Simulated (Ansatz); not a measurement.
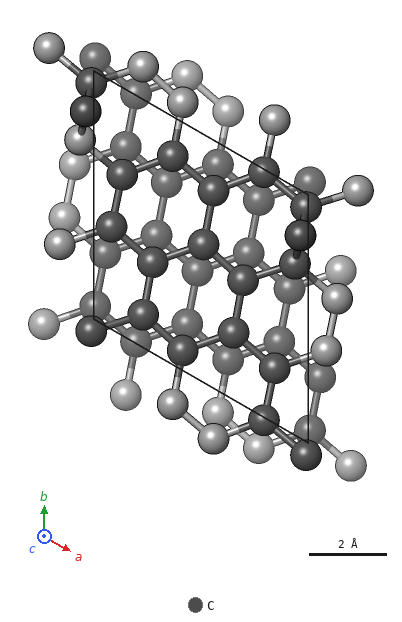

Figure 1. The structure as given in the input (ball-and-stick view of the cell of the calculation, along the c axis; neighbours outside the cell are drawn fainter). An atom can appear more than once, as a periodic image.

## C: nudged elastic band (part 1 of 3)

System: C (defect cell, 29 atoms in the cell).
Method: DFT PBE, scalar-relativistic, plane waves, PAW, no spin polarisation (Ansatz 0.2.0).

The structure derives from a Materials Project entry. It belongs to a series of runs on one base structure; here: climbing-image band for the jump of C by 1.88 A.

## The input
```yaml
crystal:
  lattice:
    - [6.1663319712, 2.1360800542, 0.0]
    - [-1.2332663942, -6.4082401623, 0.0]
    - [0.0, 0.0, -8.4654495156]
  atoms:
    - { symbol: C, position: [0.133630706, 0.6482781942, 0.7148077125] }
    - { symbol: C, position: [0.5583387804, 0.7961770439, 0.7117546935] }
    - { symbol: C, position: [0.2751026603, 0.3662702592, 0.7055651588] }
    - { symbol: C, position: [-0.0107973072, -0.0544531905, 0.7409700644] }
    - { symbol: C, position: [0.6959275659, 0.5042302299, 0.7110430642] }
    - { symbol: C, position: [0.4149353535, 0.0804149063, 0.7087851609] }
    - { symbol: C, position: [0.8430630679, 0.2229713021, 0.7096986268] }
    - { symbol: C, position: [0.150253886, 0.7687889581, 0.2598012828] }
    - { symbol: C, position: [0.578944074, 0.9116587841, 0.2591882311] }
    - { symbol: C, position: [0.2931792544, 0.4830907296, 0.2590299356] }
    - { symbol: C, position: [0.0074684669, 0.0545175846, 0.2599907582] }
    - { symbol: C, position: [0.7218342787, 0.6259515707, 0.2596983923] }
    - { symbol: C, position: [0.4359546823, 0.1973478088, 0.259203504] }
    - { symbol: C, position: [0.8646155496, 0.3403286795, 0.2593329963] }
    - { symbol: C, position: [0.083587388, 0.4136434448, 0.7097456517] }
    - { symbol: C, position: [0.5116958531, 0.5561843443, 0.7088384176] }
    - { symbol: C, position: [0.2307119844, 0.1323552397, 0.7111252877] }
    - { symbol: C, position: [0.9374109542, 0.6910318638, 0.7408625753] }
    - { symbol: C, position: [0.6515367309, 0.2703147802, 0.7054515212] }
    - { symbol: C, position: [0.3683023095, 0.8404414966, 0.7117280931] }
    - { symbol: C, position: [0.7930197774, -0.0116341265, 0.7148247861] }
    - { symbol: C, position: [0.3407484041, 0.7212172, 0.2592103095] }
    - { symbol: C, position: [0.7694510127, 0.8640874936, 0.2597295983] }
    - { symbol: C, position: [0.4837441426, 0.4355221137, 0.2591648164] }
    - { symbol: C, position: [0.1978757821, 1.0069216661, 0.2597913638] }
    - { symbol: C, position: [0.9122450601, 0.5783636999, 0.2599715757] }
    - { symbol: C, position: [0.6265138498, 0.1497843294, 0.2590306735] }
    - { symbol: C, position: [0.0550877517, 0.2925484286, 0.2593484919] }
    - { symbol: C, position: [0.9632058535, 0.8181826595, -0.1027853314] }
basis:
  ecutwfc: 420
  xc_grid: 2
kpoints:
  mp_grid: { grid: [4, 4, 3], shift: [0.0, 0.0, 0.0] }
hamiltonian:
  xc: pbe
scf:
  occupations: { method: gaussian, width: 0.1 }
output:
  forces: true
neb:
  images: 5
  f_tol: 0.05
  max_iterations: 70
  order_check: false
  final_atoms:
    - { symbol: C, position: [0.0911675989, 0.7248973397, 0.7055651588] }
    - { symbol: C, position: [0.5146474882, 0.866369294, 0.7148077125] }
    - { symbol: C, position: [0.2378382635, 0.4416612196, 0.7117546935] }
    - { symbol: C, position: [-0.0436558833, 0.0107973072, 0.7409700644] }
    - { symbol: C, position: [0.6654795529, 0.5850646465, 0.7087851609] }
    - { symbol: C, position: [0.3799082341, 0.1569369321, 0.7096986268] }
    - { symbol: C, position: [0.808302664, 0.3040724341, 0.7110430642] }
    - { symbol: C, position: [0.1899114752, 0.7068207456, 0.2590299356] }
    - { symbol: C, position: [0.6185350721, 0.849746114, 0.2598012828] }
    - { symbol: C, position: [0.3327147101, 0.421055926, 0.2591882311] }
    - { symbol: C, position: [0.0470491177, -0.0074684669, 0.2599907582] }
    - { symbol: C, position: [0.7613931265, 0.5640453177, 0.259203504] }
    - { symbol: C, position: [0.4757131299, 0.1353844504, 0.2593329963] }
    - { symbol: C, position: [0.9041172921, 0.2781657213, 0.2596983923] }
    - { symbol: C, position: [0.0444884912, 0.4883041469, 0.7088384176] }
    - { symbol: C, position: [0.4721391871, 0.6316976905, 0.7117280931] }
    - { symbol: C, position: [0.1953460961, 0.2069802226, 0.7148247861] }
    - { symbol: C, position: [0.9016432553, 0.7692880156, 0.7111252877] }
    - { symbol: C, position: [0.6187780493, 0.3484632691, 0.7054515212] }
    - { symbol: C, position: [0.3300560567, 0.916412612, 0.7097456517] }
    - { symbol: C, position: [0.7536209095, 0.0625890458, 0.7408625753] }
    - { symbol: C, position: [0.3804687959, 0.6592515959, 0.2592103095] }
    - { symbol: C, position: [0.8090458839, 0.8021242179, 0.2597913638] }
    - { symbol: C, position: [0.5232704796, 0.3734861502, 0.2590306735] }
    - { symbol: C, position: [0.2374606769, 0.9449122483, 0.2593484919] }
    - { symbol: C, position: [0.9517779711, 0.5162558574, 0.2591648164] }
    - { symbol: C, position: [0.6661186398, 0.0877549399, 0.2599715757] }
    - { symbol: C, position: [0.0946364809, 0.2305489873, 0.2597295983] }
    - { symbol: C, position: [0.854976806, 1.0367941465, -0.1027853314] }
```

Hardware: 4 threads of Intel Xeon (Sapphire Rapids), 32 GiB of memory available, shared host.

Launched with:
```bash
ansatz run input.yaml --threads 4 --pin off --max-ram 10240MiB --backend cpu --events-out ev --progress --plain --runs-dir out
```

## The program's output
```
Warning: neb: disabling space-group detection — the band's intermediate images generally break the endpoint symmetry, so no spatial operation reduces the k-mesh or symmetrises the density, except that a semilocal band can use its path's symmetry ahead of convergence; time reversal is kept, so that k and −k are solved as one point where they differ and the mesh holds both, and exact exchange and, on two spinor components, a DFT+U term hold to it where the run has them: on two components no moment then forms, and a state that bears one, which a typed moment (crystal.atoms[].spin; refused beside efield: under a hybrid functional) reaches, can lie lower, under hf by electronvolts; crystal.symmetry.detect: false (a key that needs symmetry detection or time reversal refuses this as the deck is read) with time_reversal: false beside it drops time reversal too
Engine: ansatz 0.2.0, x86_64-unknown-linux-gnu
Pseudopotentials: kind: paw
Pseudopotential: C, paw, valence charge 4, recommended cutoff 420 eV (normal), C.paw.azcp
Functional definition: PBE
  parameter kappa = 0.804
  parameter beta = 0.06672455060314922
  exchange = pbe_x(kappa = kappa, mu = beta*pi^2/3)
  correlation = pbe_c(beta = beta)
parallel-image band execution: 4 concurrent image workers
NEB image 0
Crystal: 29 atoms, lattice volume = 312.214 Å³
Basis set: ecut = 420 eV, 6089 PW (Γ), exchange–correlation on 90×90×120 points (8 copies of the dense FFT grid, shifted against one another)
Bands: 87, of which v1, the nominal top of the filled ones, is band 58 counted from 1 (57 counted from 0)
Symmetry: 1 space group operations
k-points: 26 of 48 (time reversal used)
Non-local potential: C, projectors of the file, l = 0: 2, l = 1: 2, l = 2: 1
PAW form: soft (Blöchl's): semilocal exchange-correlation on the pseudo side does not see the compensation charge
PAW one-centre angular grid: C, 110 points (default); XC on 64 Gauss nodes
Initial density: superposition of atomic densities (neutral atoms: chi_scale 0, normalization atom), corrected by the library's trained network
Initial wavefunctions: pseudopotential atomic-orbital guess
Functional: x = pbe(κ = 0.804, μ = 0.2195149727645171), c = pbe(β = 0.06672455060314922)
SCF iter   1: F=—  HF=-7271.187976 eV  |F-HF|=—  |Δ(HF+E_count)|=         —  Δρ=1.08e-2  dr2=9.51e-1  ethr=1.77e-3  ⟨swp⟩=10.7  Hψ=13636  notcnv=0  defer=296
preconditioner: auto → LDOS  [insulator: Δε(μ)=0.103 eV  Ē_g=15.041 eV  σ=0.100 eV  W_gap=0.53  n_scr=60 (ndim 8)  ℏωp=22.6 eV  f_vac=0.188  D(μ)=1.09/eV (n_scr^D=2)  ε∞_Penn≈3.3  β→1.0]
SCF iter   2: F=—  HF=-7271.151470 eV  |F-HF|=—  |Δ(HF+E_count)|=   3.65e-2  Δρ=1.29e-2  dr2=1.59e0  ethr=8.20e-4  ⟨swp⟩=3.1  Hψ=4069  notcnv=0  defer=559
SCF iter   3: F=—  HF=-7270.980175 eV  |F-HF|=—  |Δ(HF+E_count)|=   1.71e-1  Δρ=2.71e-3  dr2=3.13e-2  ethr=8.20e-4  ⟨swp⟩=2.1  Hψ=2920  notcnv=0  defer=565
SCF iter   4: F=—  HF=-7270.980269 eV  |F-HF|=—  |Δ(HF+E_count)|=   9.38e-5  Δρ=2.18e-3  dr2=3.37e-2  ethr=2.69e-5  ⟨swp⟩=2.0  Hψ=2982  notcnv=0  defer=565
SCF iter   5: F=—  HF=-7270.975955 eV  |F-HF|=—  |Δ(HF+E_count)|=   4.31e-3  Δρ=1.36e-3  dr2=1.33e-2  ethr=2.69e-5  ⟨swp⟩=2.0  Hψ=2751  notcnv=0  defer=565
SCF iter   6: F=—  HF=-7270.973452 eV  |F-HF|=—  |Δ(HF+E_count)|=   2.50e-3  Δρ=6.58e-4  dr2=2.81e-3  ethr=1.14e-5  ⟨swp⟩=2.0  Hψ=1849  notcnv=0  defer=565
SCF iter   7: F=—  HF=-7270.972889 eV  |F-HF|=—  |Δ(HF+E_count)|=   5.63e-4  Δρ=3.54e-4  dr2=8.07e-4  ethr=2.42e-6  ⟨swp⟩=2.0  Hψ=1929  notcnv=0  defer=565
SCF iter   8: F=—  HF=-7270.972692 eV  |F-HF|=—  |Δ(HF+E_count)|=   1.96e-4  Δρ=1.03e-4  dr2=6.88e-5  ethr=6.96e-7  ⟨swp⟩=2.0  Hψ=2407  notcnv=0  defer=565
SCF iter   9: F=—  HF=-7270.972325 eV  |F-HF|=—  |Δ(HF+E_count)|=   3.67e-4  Δρ=3.45e-5  dr2=5.59e-6  ethr=5.93e-8  ⟨swp⟩=2.0  Hψ=3286  notcnv=0  defer=564
SCF iter  10: F=—  HF=-7270.972326 eV  |F-HF|=—  |Δ(HF+E_count)|=   7.86e-7  Δρ=1.58e-5  dr2=1.39e-6  ethr=4.82e-9  ⟨swp⟩=2.0  Hψ=2775  notcnv=0  defer=564
SCF iter  11: F=-7270.972326 eV  HF=-7270.972326 eV  |F-HF|=2.63e-8  |Δ(HF+E_count)|=   5.98e-8  Δρ=4.70e-6  dr2=7.79e-8  ethr=8.62e-11  ⟨swp⟩=3.8  Hψ=8121  notcnv=0
SCF 1 converged in 11 iterations: F = -7270.972326 eV  dr2 = 7.79e-8
  greatest PAW one-centre occupation: 0.736 electrons in one spin orbital (limit 2), on the C atom at site 28 (counted from 0), in its partial waves of l = 0
NSCF: frozen V_eff on 26 k-points
NEB image 6
SCF iter   1: F=—  HF=-7271.187811 eV  |F-HF|=—  |Δ(HF+E_count)|=         —  Δρ=1.08e-2  dr2=9.51e-1  ethr=1.77e-3  ⟨swp⟩=10.7  Hψ=13659  notcnv=0  defer=281
preconditioner: auto → LDOS  [insulator: Δε(μ)=0.103 eV  Ē_g=15.040 eV  σ=0.100 eV  W_gap=0.53  n_scr=60 (ndim 8)  ℏωp=22.6 eV  f_vac=0.188  D(μ)=1.09/eV (n_scr^D=2)  ε∞_Penn≈3.3  β→1.0]
SCF iter   2: F=—  HF=-7271.151687 eV  |F-HF|=—  |Δ(HF+E_count)|=   3.61e-2  Δρ=1.29e-2  dr2=1.59e0  ethr=8.20e-4  ⟨swp⟩=3.2  Hψ=4077  notcnv=0  defer=559
SCF iter   3: F=—  HF=-7270.980194 eV  |F-HF|=—  |Δ(HF+E_count)|=   1.71e-1  Δρ=2.72e-3  dr2=3.13e-2  ethr=8.20e-4  ⟨swp⟩=2.1  Hψ=2921  notcnv=0  defer=565
SCF iter   4: F=—  HF=-7270.980261 eV  |F-HF|=—  |Δ(HF+E_count)|=   6.73e-5  Δρ=2.19e-3  dr2=3.37e-2  ethr=2.70e-5  ⟨swp⟩=2.0  Hψ=2982  notcnv=0  defer=565
SCF iter   5: F=—  HF=-7270.975951 eV  |F-HF|=—  |Δ(HF+E_count)|=   4.31e-3  Δρ=1.36e-3  dr2=1.33e-2  ethr=2.70e-5  ⟨swp⟩=2.0  Hψ=2751  notcnv=0  defer=565
SCF iter   6: F=—  HF=-7270.973450 eV  |F-HF|=—  |Δ(HF+E_count)|=   2.50e-3  Δρ=6.59e-4  dr2=2.82e-3  ethr=1.14e-5  ⟨swp⟩=2.0  Hψ=1802  notcnv=0  defer=565
SCF iter   7: F=—  HF=-7270.972892 eV  |F-HF|=—  |Δ(HF+E_count)|=   5.58e-4  Δρ=3.54e-4  dr2=8.14e-4  ethr=2.43e-6  ⟨swp⟩=2.0  Hψ=1940  notcnv=0  defer=565
SCF iter   8: F=—  HF=-7270.972693 eV  |F-HF|=—  |Δ(HF+E_count)|=   1.99e-4  Δρ=1.05e-4  dr2=7.14e-5  ethr=7.01e-7  ⟨swp⟩=2.0  Hψ=2357  notcnv=0  defer=565
SCF iter   9: F=—  HF=-7270.972325 eV  |F-HF|=—  |Δ(HF+E_count)|=   3.68e-4  Δρ=3.49e-5  dr2=5.80e-6  ethr=6.15e-8  ⟨swp⟩=2.0  Hψ=3307  notcnv=0  defer=564
SCF iter  10: F=—  HF=-7270.972326 eV  |F-HF|=—  |Δ(HF+E_count)|=   7.60e-7  Δρ=1.61e-5  dr2=1.49e-6  ethr=5.00e-9  ⟨swp⟩=2.0  Hψ=2745  notcnv=0  defer=564
SCF iter  11: F=-7270.972326 eV  HF=-7270.972326 eV  |F-HF|=2.48e-8  |Δ(HF+E_count)|=   9.81e-8  Δρ=4.66e-6  dr2=7.64e-8  ethr=8.62e-11  ⟨swp⟩=3.8  Hψ=8140  notcnv=0
SCF 2 converged in 11 iterations: F = -7270.972326 eV  dr2 = 7.64e-8
[... from here on the iterations of each SCF are left out, up to the last one ...]
NSCF: frozen V_eff on 26 k-points
NEB end point (image 0): max|allowed force component| = 1.610e-2 eV/Å (the criterion of neb.relax_end_points is 1.000e-2)
NEB end point (image 6): max|allowed force component| = 1.351e-2 eV/Å (the criterion of neb.relax_end_points is 1.000e-2)
NEB image 1
preconditioner: auto → Resta (q_TF=auto, 2.313 Å⁻¹)  ε∞=3.3  [insulator: Δε(μ)=0.136 eV  Ē_g=15.032 eV  σ=0.100 eV  W_gap=0.66  n_scr=60 (ndim 8)  ℏωp=22.6 eV  f_vac=0.188  D(μ)=0.88/eV (n_scr^D=0)  ε∞_Penn≈3.3]
preconditioner: auto → LDOS  [insulator: Δε(μ)=0.277 eV  Ē_g=15.009 eV  σ=0.100 eV  W_gap=0.71  n_scr=60 (ndim 8)  ℏωp=22.6 eV  f_vac=0.189  D(μ)=2.71/eV (n_scr^D=8)  ε∞_Penn≈3.3  β→1.0]
SCF 3 converged in 10 iterations: F = -7270.778505 eV  dr2 = 2.16e-8
NEB image 2
preconditioner: auto → Resta (q_TF=auto, 2.313 Å⁻¹)  ε∞=3.3  [insulator: Δε(μ)=0.240 eV  Ē_g=15.010 eV  σ=0.100 eV  W_gap=0.91  n_scr=60 (ndim 8)  ℏωp=22.6 eV  f_vac=0.189  D(μ)=0.32/eV (n_scr^D=0)  ε∞_Penn≈3.3]
SCF 4 converged in 10 iterations: F = -7270.406897 eV  dr2 = 1.08e-8
NEB image 3
preconditioner: auto → Resta (q_TF=auto, 2.313 Å⁻¹)  ε∞=3.3  [insulator: Δε(μ)=0.162 eV  Ē_g=14.995 eV  σ=0.100 eV  W_gap=0.75  n_scr=60 (ndim 8)  ℏωp=22.6 eV  f_vac=0.189  D(μ)=0.68/eV (n_scr^D=0)  ε∞_Penn≈3.3]
SCF 5 converged in 10 iterations: F = -7270.216360 eV  dr2 = 1.07e-8
NEB image 4
preconditioner: auto → LDOS  [metal: Δε(μ)=0.009 eV  Ē_g=15.009 eV  σ=0.100 eV  W_gap=0.05  n_scr=60 (ndim 8)  ℏωp=22.6 eV  f_vac=0.189  D(μ)=1.44/eV (n_scr^D=2)  β→1.0]
SCF 6 converged in 10 iterations: F = -7270.384948 eV  dr2 = 4.29e-8
NEB image 5
preconditioner: auto → LDOS  [metal: Δε(μ)=0.004 eV  Ē_g=15.033 eV  σ=0.100 eV  W_gap=0.02  n_scr=60 (ndim 8)  ℏωp=22.6 eV  f_vac=0.188  D(μ)=1.41/eV (n_scr^D=2)  β→1.0]
SCF 7 converged in 11 iterations: F = -7270.769219 eV  dr2 = 2.66e-8
NEB iter   1: max|band force component| = 2.674e0 eV/Å  barrier→ = 0.7560 eV  barrier← = 0.7560 eV  Δτ_max = 0.1239 Å  (73 SCF iters)
NEB image 1
Initial density: handed on by an earlier stage of this run
Initial wavefunctions: those handed on with the density
preconditioner: auto → LDOS  [insulator: Δε(μ)=0.277 eV  Ē_g=14.981 eV  σ=0.100 eV  W_gap=0.59  n_scr=60 (ndim 8)  ℏωp=22.6 eV  f_vac=0.190  D(μ)=2.39/eV (n_scr^D=8)  ε∞_Penn≈3.3  β→1.0]
SCF 8 converged in 9 iterations: F = -7270.872263 eV  dr2 = 6.45e-8
NEB image 2
preconditioner: auto → Resta (q_TF=auto, 2.313 Å⁻¹)  ε∞=3.3  [insulator: Δε(μ)=0.170 eV  Ē_g=14.955 eV  σ=0.100 eV  W_gap=0.77  n_scr=60 (ndim 8)  ℏωp=22.6 eV  f_vac=0.184  D(μ)=0.74/eV (n_scr^D=0)  ε∞_Penn≈3.3]
SCF 9 converged in 9 iterations: F = -7270.617238 eV  dr2 = 3.45e-8
NEB image 3
preconditioner: auto → LDOS  [insulator: Δε(μ)=0.103 eV  Ē_g=14.945 eV  σ=0.100 eV  W_gap=0.53  n_scr=60 (ndim 8)  ℏωp=22.6 eV  f_vac=0.180  D(μ)=1.03/eV (n_scr^D=2)  ε∞_Penn≈3.3  β→1.0]
preconditioner: auto → Resta (q_TF=auto, 2.313 Å⁻¹)  ε∞=3.3  [insulator: Δε(μ)=0.156 eV  Ē_g=14.927 eV  σ=0.100 eV  W_gap=0.73  n_scr=60 (ndim 8)  ℏωp=22.6 eV  f_vac=0.185  D(μ)=0.77/eV (n_scr^D=0)  ε∞_Penn≈3.3  β→0.5]
SCF 10 converged in 10 iterations: F = -7270.464597 eV  dr2 = 1.83e-8
NEB image 4
preconditioner: auto → Resta (q_TF=auto, 2.313 Å⁻¹)  ε∞=3.3  [insulator: Δε(μ)=0.160 eV  Ē_g=14.958 eV  σ=0.100 eV  W_gap=0.74  n_scr=60 (ndim 8)  ℏωp=22.6 eV  f_vac=0.184  D(μ)=0.87/eV (n_scr^D=0)  ε∞_Penn≈3.3]
SCF 11 converged in 9 iterations: F = -7270.610618 eV  dr2 = 2.60e-8
NEB image 5
preconditioner: auto → LDOS  [metal: Δε(μ)=0.086 eV  Ē_g=14.979 eV  σ=0.100 eV  W_gap=0.43  n_scr=60 (ndim 8)  ℏωp=22.6 eV  f_vac=0.189  D(μ)=1.92/eV (n_scr^D=2)  β→1.0]
SCF 12 converged in 9 iterations: F = -7270.870706 eV  dr2 = 9.29e-8
NEB iter   2: max|band force component| = 1.364e0 eV/Å  barrier→ = 0.5077 eV  barrier← = 0.5077 eV  Δτ_max = 0.1242 Å  (46 SCF iters)
[... from here on the SCF iterations and repeated set-up lines of each step are left out, up to the last step ...]
NEB image 1
SCF 13 converged in 10 iterations: F = -7270.950913 eV  dr2 = 2.84e-8
NEB image 2
SCF 14 converged in 10 iterations: F = -7270.753171 eV  dr2 = 1.05e-8
NEB image 3
SCF 15 converged in 9 iterations: F = -7270.536689 eV  dr2 = 6.24e-8
NEB image 4
SCF 16 converged in 9 iterations: F = -7270.772922 eV  dr2 = 8.18e-8
NEB image 5
SCF 17 converged in 10 iterations: F = -7270.951024 eV  dr2 = 2.75e-8
NEB iter   3: max|band force component| = 9.165e-1 eV/Å  barrier→ = 0.4356 eV  barrier← = 0.4356 eV  Δτ_max = 0.2000 Å  (48 SCF iters)
NEB image 1
SCF 18 converged in 9 iterations: F = -7270.966817 eV  dr2 = 5.47e-8
NEB image 2
SCF 19 converged in 9 iterations: F = -7270.777760 eV  dr2 = 4.88e-8
NEB image 3
SCF 20 converged in 9 iterations: F = -7270.555129 eV  dr2 = 8.55e-8
NEB image 4
SCF 21 converged in 9 iterations: F = -7270.839380 eV  dr2 = 8.43e-8
NEB image 5
SCF 22 converged in 9 iterations: F = -7270.965384 eV  dr2 = 3.55e-8
NEB iter   4: max|band force component| = 2.113e0 eV/Å  barrier→ = 0.4172 eV  barrier← = 0.4172 eV  Δτ_max = 0.0976 Å  (45 SCF iters)
NEB image 1
SCF 23 converged in 8 iterations: F = -7270.968685 eV  dr2 = 8.37e-8
NEB image 2
SCF 24 converged in 9 iterations: F = -7270.901604 eV  dr2 = 2.29e-8
```
